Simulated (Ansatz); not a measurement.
**Geometry relaxation, with input and output: Pd**

- system: Pd (slab, 4 atoms in the cell)
- method: DFT PBE+D3(BJ), scalar-relativistic, plane waves, PAW, no spin polarisation (Ansatz 0.2.0)

The structure derives from an entry of the Crystallography Open Database. The input holds or restrains some coordinates. Figures and captions count atoms from 1; the log counts them from 0 in places.

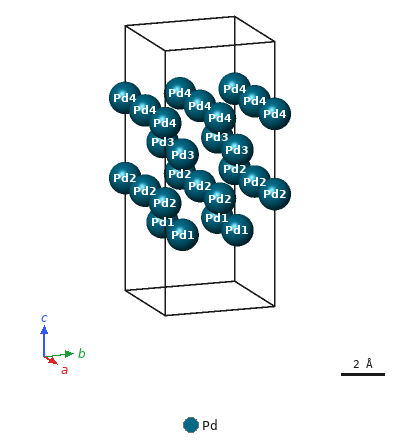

*The structure as given in the input (spheres-only view of the 2 × 2 repeat of the cell, with the vacuum cut short, seen slightly off an axis; atoms are numbered from 1 in the order of the input).*

## Key numbers

| quantity | value |
| --- | --- |
| outcome | converged under the restraints of the input |
| electrons treated | 72 |
| free energy | −27891.8593 eV |
| work function, top face | 5.09 eV |
| work function, bottom face | 5.09 eV |
| Fermi energy | 3.430 eV |
| gap on the k-point mesh | none (metallic) |
| final volume | 172.72 Å³ |
| work function (upper face) | 5.09 eV |
| largest force (length of the vector) at the end, held atoms and coordinates included | 0.036 eV/Å |
| hardware | 1 thread of Intel Xeon (Granite Rapids), 128 GiB of memory available, shared host |
| wall time | 16 s |
| peak memory | 0.48 GiB |

## Notes

Warnings of the run: the exchange-correlation potential is rough where the density is thin.

## Input file
```yaml
crystal:
  lattice:
    - [2.7502723902, 0.0, 0.0]
    - [0.0, 2.7502723902, 0.0]
    - [0.0, 0.0, 22.8342087716]
  atoms:
    - { symbol: Pd, position: [0.5, 0.5, 0.3722485016] }
    - { symbol: Pd, position: [0.0, 0.0, 0.4574161672] }
    - { symbol: Pd, position: [0.5, 0.5, 0.5425838328] }
    - { symbol: Pd, position: [0.0, 0.0, 0.6277514984] }
basis:
  ecutwfc: 420
kpoints:
  mp_grid: { grid: [10, 10, 1] }
hamiltonian:
  xc: pbe
  dispersion: d3bj
scf:
  occupations: { method: gaussian, width: 0.1 }
output:
  forces: true
  eigenvalues: true
  write_density: true
  write_potential: true
  elf: true
  volumetric_format: npy
relax:
  adjacent_minimum: "off"
  f_tol: 0.03
  max_steps: 70
  constraints: [{ sites: [0, 1] }]
efield:
  axis: 3
  dipole_correction: true
```

Launch command:
```bash
ansatz run input.yaml --threads 1 --pin off --max-ram 2560MiB --backend cpu --events-out ev --progress --plain --runs-dir out
```

## Log
```
Engine: ansatz 0.2.0, x86_64-unknown-linux-gnu
Pseudopotentials: kind: paw
Pseudopotential: Pd, paw, valence charge 18, recommended cutoff 420 eV (normal), Pd.paw.azcp
Functional definition: PBE
  parameter kappa = 0.804
  parameter beta = 0.06672455060314922
  exchange = pbe_x(kappa = kappa, mu = beta*pi^2/3)
  correlation = pbe_c(beta = beta)
Crystal: 4 atoms, lattice volume = 172.718 Å³
Basis set: ecut = 420 eV, 3433 PW (Γ), exchange–correlation on 40×40×320 points (8 copies of the dense FFT grid, shifted against one another)
Bands: 44, of which v1, the nominal top of the filled ones, is band 36 counted from 1 (35 counted from 0)
Symmetry: 8 space group operations
k-points: 21 of 100
Non-local potential: Pd, projectors of the file, l = 0: 2, l = 1: 2, l = 2: 2, l = 3: 1
PAW form: soft (Blöchl's): semilocal exchange-correlation on the pseudo side does not see the compensation charge
PAW one-centre angular grid: Pd, 590 points (default); XC on 64 Gauss nodes
Initial density: superposition of atomic densities (neutral atoms: chi_scale 0, normalization atom), corrected by the library's trained network
Initial wavefunctions: pseudopotential atomic-orbital guess
Functional: x = pbe(κ = 0.804, μ = 0.2195149727645171), c = pbe(β = 0.06672455060314922)
SCF iter   1: F=—  HF=-27891.887459 eV  |F-HF|=—  |Δ(HF+E_count)|=         —  Δρ=8.95e-3  dr2=7.11e-1  ethr=1.77e-3  p=0.000 e·Å  D=1.45e-13 V/Å  ΔV_dip=-0.00 eV  dr2_dipole=1.36e-8  V_vac-E_F(+/−)=4.80/4.80 eV  ⟨swp⟩=8.6  Hψ=4126  notcnv=0  defer=7
efield: sawtooth ramp at fractional position 0.9500 (placed from the atoms, in the widest stretch of the axis that holds none; the zero of the levels goes with the place), width 0.1000; the density the first Hamiltonian is built on has a dipole p = 0.000 e·Å; the dipole correction subtracts the counter field D = 1.45e-13 V/Å, which shifts the + side's vacuum level by -0.00 eV against the − side's; the planar-averaged density in the ramp window peaks in size at 2.0e-5 e/Å³
preconditioner: auto → LDOS  [metal: Δε(μ)=0.006 eV  Ē_g=7.000 eV  σ=0.100 eV  W_gap=0.03  n_scr=36 (ndim 8)  ℏωp=17.9 eV  f_vac=0.601  D(μ)=11.01/eV (n_scr^D=128)  β→1.0]
SCF iter   2: F=—  HF=-27891.871950 eV  |F-HF|=—  |Δ(HF+E_count)|=   1.55e-2  Δρ=7.77e-3  dr2=1.85e-1  ethr=9.88e-4  p=-0.000 e·Å  D=-9.60e-6 V/Å  ΔV_dip=0.00 eV  dr2_dipole=6.74e-8  V_vac-E_F(+/−)=5.09/5.09 eV  ⟨swp⟩=2.5  Hψ=1223  notcnv=0  defer=40
SCF iter   3: F=—  HF=-27891.864154 eV  |F-HF|=—  |Δ(HF+E_count)|=   7.80e-3  Δρ=3.41e-3  dr2=1.32e-1  ethr=2.57e-4  p=-0.000 e·Å  D=-2.97e-6 V/Å  ΔV_dip=0.00 eV  dr2_dipole=1.04e-9  V_vac-E_F(+/−)=5.01/5.01 eV  ⟨swp⟩=2.5  Hψ=1391  notcnv=0  defer=40
SCF iter   4: F=—  HF=-27891.858512 eV  |F-HF|=—  |Δ(HF+E_count)|=   5.64e-3  Δρ=1.52e-3  dr2=6.15e-3  ethr=1.84e-4  p=-0.000 e·Å  D=-3.83e-6 V/Å  ΔV_dip=0.00 eV  dr2_dipole=1.26e-8  V_vac-E_F(+/−)=5.10/5.10 eV  ⟨swp⟩=1.5  Hψ=904  notcnv=0  defer=40
SCF iter   5: F=—  HF=-27891.859000 eV  |F-HF|=—  |Δ(HF+E_count)|=   4.88e-4  Δρ=4.58e-4  dr2=3.92e-4  ethr=8.53e-6  p=-0.000 e·Å  D=-3.83e-7 V/Å  ΔV_dip=0.00 eV  dr2_dipole=6.70e-9  V_vac-E_F(+/−)=5.11/5.11 eV  ⟨swp⟩=2.3  Hψ=1316  notcnv=0  defer=40
SCF iter   6: F=—  HF=-27891.859139 eV  |F-HF|=—  |Δ(HF+E_count)|=   1.39e-4  Δρ=8.16e-5  dr2=1.94e-5  ethr=5.45e-7  p=-0.000 e·Å  D=-1.37e-7 V/Å  ΔV_dip=0.00 eV  dr2_dipole=4.08e-10  V_vac-E_F(+/−)=5.10/5.10 eV  ⟨swp⟩=2.0  Hψ=1265  notcnv=0  defer=40
SCF iter   7: F=-27891.859156 eV  HF=-27891.859156 eV  |F-HF|=3.85e-7  |Δ(HF+E_count)|=   1.66e-5  Δρ=2.75e-5  dr2=1.74e-6  ethr=2.70e-8  p=-0.000 e·Å  D=-1.07e-7 V/Å  ΔV_dip=0.00 eV  dr2_dipole=1.98e-11  V_vac-E_F(+/−)=5.09/5.09 eV  ⟨swp⟩=20.0  Hψ=8692  notcnv=0
SCF 1 converged in 7 iterations: F = -27891.859156 eV  dr2 = 1.74e-6
  greatest PAW one-centre occupation: 0.999 electrons in one spin orbital (limit 2), on the Pd atom at site 3 (counted from 0), in its partial waves of l = 0
relax step   1: F+E_penalty+E_count = -27891.85915616 eV  Δ(F+E_penalty+E_count) = +0.000e0 eV  max|allowed force component| = 3.278e-2 eV/Å  Δτ_max = 0.0000 Å  (7 SCF iters, dr2 threshold 2.25e-5 eV, accepted)
Initial density: handed on by an earlier stage of this run
Initial wavefunctions: those handed on with the density
iter 1 solved again at ethr=6.82e-6 eV; its pass at ethr=3.10e-3 eV (dr2=4.91e-3 eV) is discarded
SCF iter   1: F=—  HF=-27891.859487 eV  |F-HF|=—  |Δ(HF+E_count)|=         —  Δρ=9.02e-4  dr2=4.91e-3  ethr=6.82e-6  p=-0.000 e·Å  D=-2.86e-7 V/Å  ΔV_dip=0.00 eV  dr2_dipole=1.10e-3  V_vac-E_F(+/−)=5.10/5.10 eV  ⟨swp⟩=1.6  Hψ=2564  notcnv=0  defer=40
efield: sawtooth ramp at fractional position 0.9500 (handed on by an earlier solve), width 0.1000; the density the first Hamiltonian is built on has a dipole p = -0.000 e·Å; the dipole correction subtracts the counter field D = -2.86e-7 V/Å, which shifts the + side's vacuum level by +0.00 eV against the − side's; the planar-averaged density in the ramp window peaks in size at 1.4e-6 e/Å³
preconditioner: auto → LDOS  [metal: Δε(μ)=0.014 eV  Ē_g=7.148 eV  σ=0.100 eV  W_gap=0.08  n_scr=36 (ndim 8)  ℏωp=17.9 eV  f_vac=0.600  D(μ)=10.48/eV (n_scr^D=112)  β→1.0]
SCF iter   2: F=—  HF=-27891.859464 eV  |F-HF|=—  |Δ(HF+E_count)|=   2.29e-5  Δρ=5.68e-4  dr2=2.13e-3  ethr=6.82e-6  p=0.001 e·Å  D=1.04e-3 V/Å  ΔV_dip=-0.02 eV  dr2_dipole=5.90e-4  V_vac-E_F(+/−)=5.07/5.09 eV  ⟨swp⟩=2.0  Hψ=1266  notcnv=0  defer=40
SCF iter   3: F=—  HF=-27891.859231 eV  |F-HF|=—  |Δ(HF+E_count)|=   2.33e-4  Δρ=2.05e-4  dr2=5.26e-4  ethr=2.96e-6  p=-0.000 e·Å  D=-7.80e-6 V/Å  ΔV_dip=0.00 eV  dr2_dipole=1.51e-4  V_vac-E_F(+/−)=5.09/5.09 eV  ⟨swp⟩=2.0  Hψ=1274  notcnv=0  defer=40
SCF iter   4: F=—  HF=-27891.859229 eV  |F-HF|=—  |Δ(HF+E_count)|=   2.42e-6  Δρ=1.21e-4  dr2=6.91e-5  ethr=7.30e-7  p=-0.000 e·Å  D=-2.01e-5 V/Å  ΔV_dip=0.00 eV  dr2_dipole=1.62e-5  V_vac-E_F(+/−)=5.09/5.09 eV  ⟨swp⟩=1.8  Hψ=994  notcnv=0  defer=40
SCF iter   5: F=—  HF=-27891.859263 eV  |F-HF|=—  |Δ(HF+E_count)|=   3.41e-5  Δρ=3.15e-5  dr2=8.48e-6  ethr=9.59e-8  p=-0.000 e·Å  D=-4.40e-5 V/Å  ΔV_dip=0.00 eV  dr2_dipole=1.72e-6  V_vac-E_F(+/−)=5.09/5.09 eV  ⟨swp⟩=2.0  Hψ=1195  notcnv=0  defer=40
SCF iter   6: F=—  HF=-27891.859264 eV  |F-HF|=—  |Δ(HF+E_count)|=   1.38e-6  Δρ=1.84e-5  dr2=1.73e-6  ethr=1.18e-8  p=-0.000 e·Å  D=-4.90e-5 V/Å  ΔV_dip=0.00 eV  dr2_dipole=1.96e-8  V_vac-E_F(+/−)=5.09/5.09 eV  ⟨swp⟩=1.6  Hψ=1023  notcnv=0  defer=40
SCF iter   7: F=—  HF=-27891.859265 eV  |F-HF|=—  |Δ(HF+E_count)|=   2.98e-7  Δρ=1.16e-5  dr2=7.75e-7  ethr=2.40e-9  p=-0.000 e·Å  D=-3.73e-5 V/Å  ΔV_dip=0.00 eV  dr2_dipole=1.31e-9  V_vac-E_F(+/−)=5.09/5.09 eV  ⟨swp⟩=1.5  Hψ=994  notcnv=0  defer=40
SCF iter   8: F=-27891.859265 eV  HF=-27891.859265 eV  |F-HF|=2.91e-8  |Δ(HF+E_count)|=   1.49e-7  Δρ=2.85e-6  dr2=7.51e-8  ethr=1.39e-10  p=-0.000 e·Å  D=-2.83e-5 V/Å  ΔV_dip=0.00 eV  dr2_dipole=5.73e-9  V_vac-E_F(+/−)=5.09/5.09 eV  ⟨swp⟩=16.1  Hψ=7350  notcnv=0
SCF 2 converged in 8 iterations: F = -27891.859265 eV  dr2 = 7.51e-8
  greatest PAW one-centre occupation: 0.999 electrons in one spin orbital (limit 2), on the Pd atom at site 0 (counted from 0), in its partial waves of l = 0
relax step   2: F+E_penalty+E_count = -27891.85926464 eV  Δ(F+E_penalty+E_count) = -1.085e-4 eV  max|allowed force component| = 1.153e-2 eV/Å  Δτ_max = 0.0120 Å  (8 SCF iters, accepted)
```

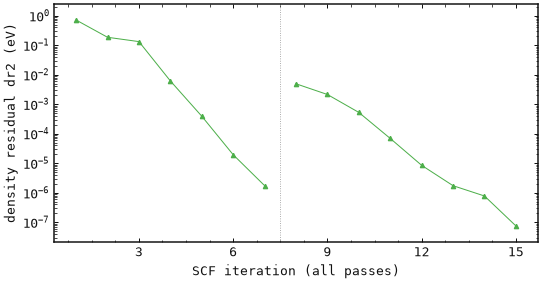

*Convergence of the self-consistent field: density residual dr2 against the SCF iteration. The dotted lines part the SCF passes of the relaxation: geometry steps, rejected trials and re-solves on a re-selected basis.*

The passes take 7 and 8 iterations.

```
WARN: The output density's exchange-correlation potential varies sharply where the density is thin. Do not read a vacuum level from v_tot or v_xc, or from such a field of the output density. On a cell that repeats whose density bears no net charge and no dipole along the vacuum's axis use v_es (v_loc + v_h of the components); under efield.dipole_correction with no amplitude use v_es + v_field, which holds any external_charges[].barrier, or the levels of the report's work_function block, which leave it out; under a non-zero efield.amplitude the vacuum is tilted and has no level; on a cell that repeats and bears such a dipole with no correction it is tilted too, and efield.dipole_correction with no amplitude gives each side of its ramp a level where efield: is served; in a cell that repeats whose density bears a net charge (total_charge, or a fill off its count) it is curved and has none; of a slab under crystal.periodic whose density bears no net charge use v_es, which has a level on each side, short of where the two are joined; of another it falls or rises all the way out and has none; of a slab beside external_charges read slab_vacuum_level instead, which it has where they leave it neutral. The grid or the basis barely resolves most such structure, and the values can differ between equally converged runs; as a rule a tighter scf.convergence.dr2_threshold does not remove it. Where the density itself ripples (under the LDA too) a higher basis.ecutwfc lessens it. The files hold the spikes' plane waves up to the density's cutoff. Files: v_tot_of_output_density and the like, and their columns of v_z.tsv (output.write_potential); v_xc_of_output_density and the like, and their columns of v_comp_z.tsv (output.write_potential_components). Measured: with its Gaussian average of σ = 0.25 Å subtracted twice, the exchange-correlation potential is over 0.1 eV at 1 of the grid points where the equally averaged density (valence and model cores) is under 1e-3 e/Å³, and 0.136 eV at the most among them, at an averaged density of 8.2e-9 e/Å³. The input density's (outcome.potential() and, of a run that writes arrays, v_tot and v_xc) is over 0.1 eV, so measured, at 202 points of its own thin density, 0.155 eV at the most. See output.write_potential in the manual, Limitations
SCF converged after 8 iterations
Free energy (F): -27891.859265 eV
Harris-Foulkes:  -27891.859265 eV  (|F-HF|=2.91e-8)
Internal energy: -27891.806797 eV  (E = F + TS)
E sigma→0 (E₀):  -27891.833031 eV
Entropy (-TS):   -0.052468 eV (-13.117 meV/atom)
Fermi energy:    3.430068 eV
Dipole field:    D = 0.000081 V/Å  (p = 0.000078 e·Å, saw-weighted, corrected)
Work function:   Φ+ = 5.0919 eV   Φ− = 5.0938 eV
Levels:          The Fermi level and band energies are counted from a zero that moves with the ramp; work functions are not
--- Per-component energies (eV) ---
  E_band       = -1706.439816
  E_kinetic    = 2054.665492
  E_local      = -111650.841648  (includes V_loc(G=0)·N_el)
  E_nonlocal   = 870.677501
  E_hartree    = 54591.179542
  E_xc         = -672.461205
  E_vxc        = -843.285024  (∫ρ·V_xc dr)
  E_paw        = -15002.428532  (= ΣΔE_a)
  E_vpaw       = -1320.044883  (= ΣTr[D̂ρ^β])
  E_aug_tail   = 0.000893  (compensation charges beyond the density's cutoff)
  E_efield     = 0.000000  (sawtooth field / dipole correction)
  E_vefield    = -0.000023  (∫n·V_field dr)
  E_ewald      = 41919.295331
  E_disp       = -1.894171  (pairwise vdW)
  E_smearing   = -0.052468  (= −TS)
  E_closure    = 0.000000  (closes the sum)
  Σ components = -27891.859265   (vs F -27891.859265, Δ=0.00e0)
--- Forces (eV/Å), atoms counted from 1 ---
  atom   1  Pd     0.00000000     0.00000000    -0.03269575
  atom   2  Pd     0.00000000     0.00000000     0.03604941
  atom   3  Pd     0.00000000     0.00000000     0.00814196
  atom   4  Pd     0.00000000     0.00000000    -0.01153293
  max |Σ_I F_I| component: 3.73e-5 eV/Å
--- Band table (eV; the first three rows and the last of 21) ---
  k-point 0: bands = ["-80.7014", "-80.6646", "-80.1740", "-80.1641", "-46.5441", "-46.3538", "-46.3252", "-46.3252", "-46.2486", "-46.2486", "-45.8652", "-45.8652", "-45.8556", "-45.8556", "-45.7716", "-45.7605", "-3.0898", "-1.7907", "-1.4183", "-1.4104", "-0.9470", "-0.7362", "0.0050", "0.4638", "0.9239", "0.9239", "1.7475", "1.8272", "1.8272", "2.0432", "2.3904", "2.4668", "2.8251", "2.8759", "2.8759", "3.2769", "3.4291", "3.5462", "3.5462", "4.5581", "6.0716", "8.4562", "8.6222", "9.6234"]
  k-point 1: bands = ["-80.6987", "-80.6636", "-80.1723", "-80.1624", "-46.5394", "-46.3788", "-46.3226", "-46.3213", "-46.2707", "-46.2484", "-45.8855", "-45.8760", "-45.8638", "-45.8542", "-45.7694", "-45.7589", "-2.8627", "-1.6281", "-1.2857", "-1.2385", "-0.8269", "-0.5709", "0.0903", "0.5660", "0.8438", "0.9621", "1.4176", "1.7197", "1.7750", "2.1007", "2.3898", "2.4869", "2.5756", "2.6652", "3.0687", "3.1215", "3.2918", "3.3426", "3.5873", "5.0723", "6.7185", "8.6794", "8.8254", "9.8561"]
  k-point 2: bands = ["-80.6914", "-80.6614", "-80.1678", "-80.1579", "-46.5293", "-46.4342", "-46.3274", "-46.3247", "-46.3106", "-46.2483", "-45.9382", "-45.9284", "-45.8602", "-45.8506", "-45.7647", "-45.7548", "-2.2696", "-1.3741", "-0.9878", "-0.7500", "-0.7411", "0.0759", "0.5047", "0.7579", "0.8308", "1.0032", "1.0435", "1.4598", "1.5752", "1.9706", "2.1000", "2.2839", "2.3172", "2.4793", "2.8813", "2.9560", "3.3693", "3.5480", "3.8266", "6.0604", "7.9350", "9.3498", "9.4253", "10.5588"]
  k-point 20: bands = ["-80.6487", "-80.6426", "-80.1376", "-80.1277", "-46.5458", "-46.5458", "-46.4304", "-46.4304", "-46.3967", "-46.3885", "-46.0579", "-46.0579", "-46.0484", "-46.0484", "-45.7445", "-45.7340", "-1.5583", "-1.5517", "-1.2655", "-1.2655", "-0.6385", "-0.6263", "-0.1052", "-0.1052", "1.4621", "1.4621", "2.5765", "2.5797", "3.0317", "3.0317", "3.2089", "3.2092", "3.7320", "3.7370", "4.0728", "4.0823", "7.8940", "7.8940", "10.2770", "10.2770", "12.9561", "12.9561", "13.9646", "13.9686"]
--- Relaxed structure (2 steps of the walk, 2 accepted, 0 SCFs on fresh bases) ---
  F+E_penalty+E_count = -27891.85926464 eV   max|allowed force component| = 1.153e-2 eV/Å
  atoms:
    - { symbol: Pd, position: [0.5, 0.5, 0.3722485016] }
    - { symbol: Pd, position: [0.0, 0.0, 0.45741616719999995] }
    - { symbol: Pd, position: [0.5, 0.5, 0.5427345923249268] }
    - { symbol: Pd, position: [-2.7354249972002062e-36, 0.0, 0.6282790190887692] }
```

## Trajectory as extended XYZ (Å, eV, eV/Å), 2 frames, from step=1 to step=2
```
4
Lattice="2.7503 0.0000 0.0000 0.0000 2.7503 0.0000 0.0000 0.0000 22.8342" Properties=species:S:1:pos:R:3:forces:R:3 step=1 energy=-27891.85916
Pd    1.3751    1.3751    8.5000    0.0000   0.0000  -0.0328
Pd    0.0000    0.0000   10.4447    0.0000   0.0000   0.0186
Pd    1.3751    1.3751   12.3895    0.0000   0.0000  -0.0186
Pd    0.0000    0.0000   14.3342    0.0000   0.0000   0.0328
4
Lattice="2.7503 0.0000 0.0000 0.0000 2.7503 0.0000 0.0000 0.0000 22.8342" Properties=species:S:1:pos:R:3:forces:R:3 step=2 energy=-27891.85926
Pd    1.3751    1.3751    8.5000    0.0000   0.0000  -0.0327
Pd    0.0000    0.0000   10.4447    0.0000   0.0000   0.0360
Pd    1.3751    1.3751   12.3929    0.0000   0.0000   0.0081
Pd    0.0000    0.0000   14.3463    0.0000   0.0000  -0.0115
```

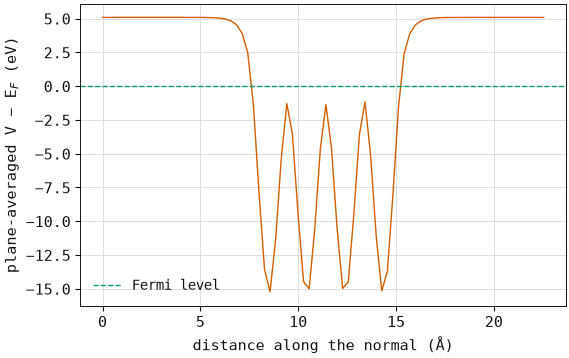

*Plane average of the electrostatic potential energy of an electron across the cell, from the Fermi level.*

The vacuum level lies 5.09 eV above the Fermi level.

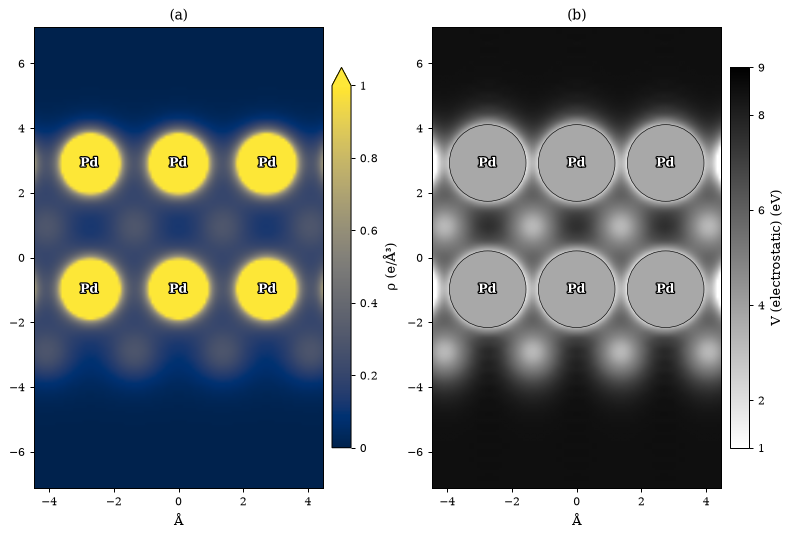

*(a) valence pseudo-density; (b) electrostatic potential energy of an electron on the (010) plane of the calculation cell, a cut from vacuum to vacuum. Grey discs, where drawn, cover atomic cores.*

Pd–Pd (2.75 Å): ρ at the midpoint is about 0.3 e/Å³. The density dies away to nearly zero in the vacuum. The fields are those of the smooth PAW valence density.

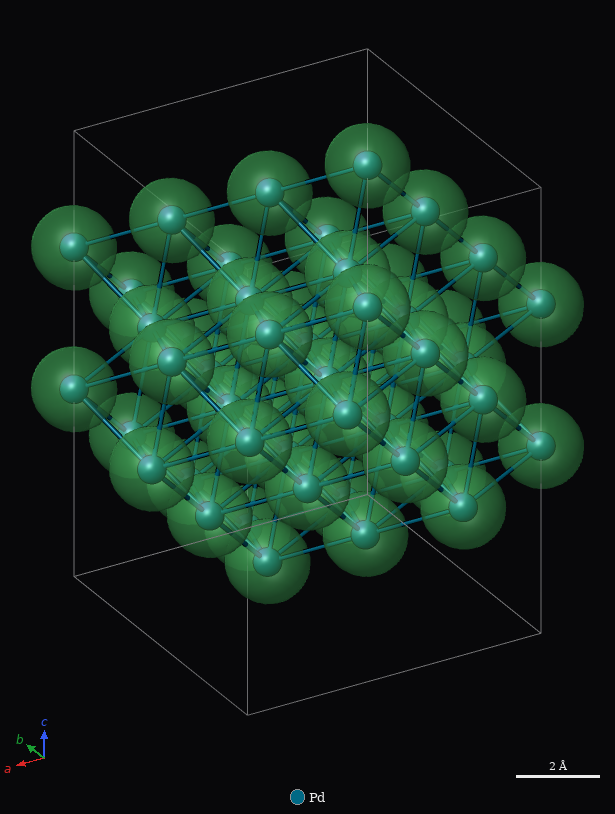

*Isosurface of the valence pseudo-density at 0.6 e/Å³ (green), seen at an oblique angle. Sticks mark near contacts.*

At this value the density breaks into separate islands; it holds about 85 % of the electrons treated as valence (semicore included). It is pinched off along the Pd–Pd (2.75 Å) contacts. On the grid the lowest density along these lines, outside the cores, is 0.29 e/Å³ (Pd–Pd, 2.75 Å).
